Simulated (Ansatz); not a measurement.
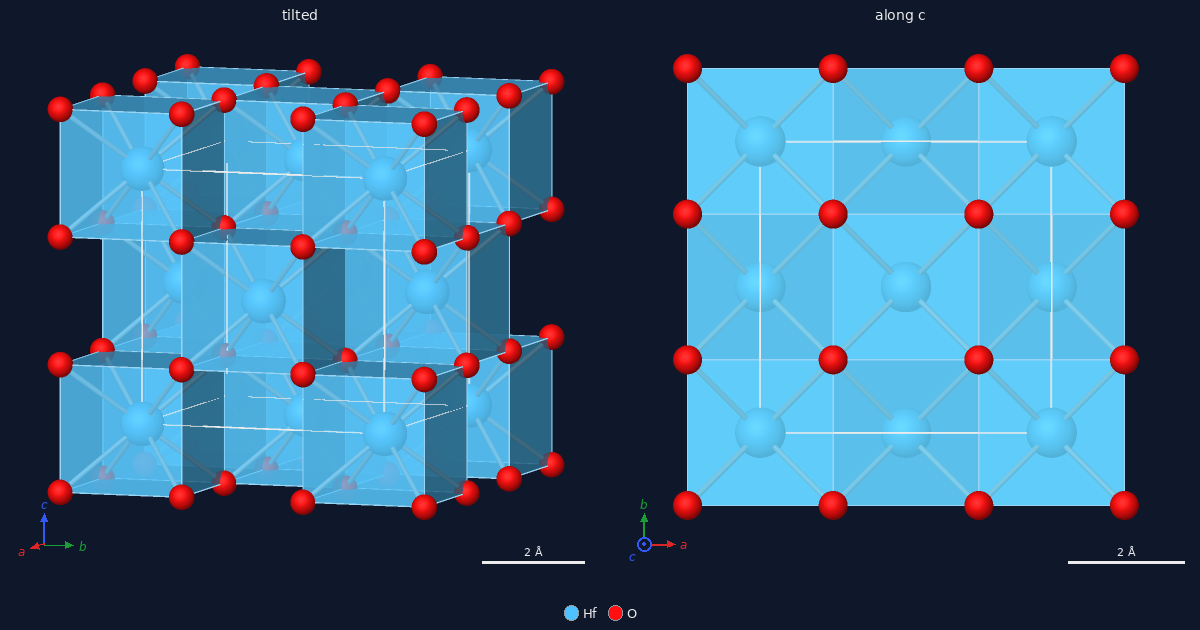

Structure drawing (polyhedral), viewed slightly off an axis and along the c axis. Thin lines show the conventional unit cell, with boundary atoms drawn in all their periodic places. A few atoms beyond the faces are included.

HfO₂, fluorite (CaF₂ type), space group Fm-3m (No. 225), a = 5.058 Å, b = 5.058 Å, c = 5.058 Å, α = 90.00°, β = 90.00°, γ = 90.00°. Provenance: a structure type filled with these elements by a generator (whether the compound takes this form wasn't checked). Earlier steps of the study may have refined or changed the cell and positions. It went into a calculation with Ansatz.

This one geometry was computed with Ansatz (DFT, plane waves, PAW) at three levels of theory: PBE, HSE06 and r2SCAN. It was relaxed beforehand with r2SCAN.

Q: Which level gives the highest pressure at this volume, and what does that say about its equilibrium volume?

A: Highest: PBE (6.0 GPa), which points to the largest equilibrium volume. Lowest, with the smallest volume: HSE06 (-0.4 GPa) and r2SCAN (0.0 GPa). Levels within 0.5 GPa of each other can't be told apart.

Q: How does the band gap change with the level of theory?

A: PBE: a gap of 3.80 eV, direct; r2SCAN: a gap of 4.30 eV, direct; HSE06: a gap of 5.41 eV, direct.

Q: Collect the results in a table.

A:
| level | cutoff (eV) | k-mesh of the run's cell | gap (eV) | pressure (GPa) |
| --- | --- | --- | --- | --- |
| PBE | 420 | 8×8×8 | 3.80 | 6.0 |
| HSE06 | 420 | 6×6×6 | 5.41 | -0.4 |
| r2SCAN | 500 | 8×8×8 | 4.30 | 0.0 |

Gaps are taken on the k-mesh or band path of each run.
